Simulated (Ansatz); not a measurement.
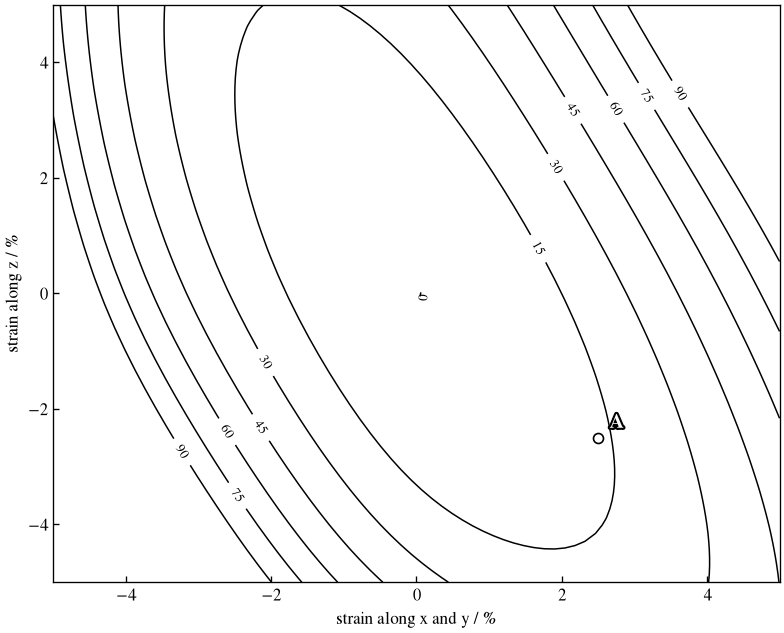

Au (P6_3/mmc, No. 194; 2 atoms in the cell). The cell is strained homogeneously, by one strain along x and y and another along z, with fractional coordinates fixed (x along [1 0 0], z along [0 0 1] of the conventional cell). Coordinates scanned: (1) strain along x and y; (2) strain along z. Grid: 5 × 5 points. Points are written as (first, second). Energies: meV/atom, counted from the lowest grid point. The calculation used DFT PBEsol, scalar-relativistic, plane waves, PAW in Ansatz 0.2.0. Settings: cutoff 420 eV, k-mesh 24×24×12 in the order of the run's cell vectors, gaussian smearing 0.15 eV, no spin polarisation.

In the figure: contour lines labelled in meV/atom (none above 90), the point A. Between grid points the surface is interpolated.

Question: Is A at rest? If not, where is it pushed?

Answer: A, at (2.5 %, −2.5 %), is not a stationary point. The computed force is 11 meV/atom for each 1 % towards smaller values of strain along x and y and 0.94 meV/atom for each 1 % towards smaller values of strain along z.
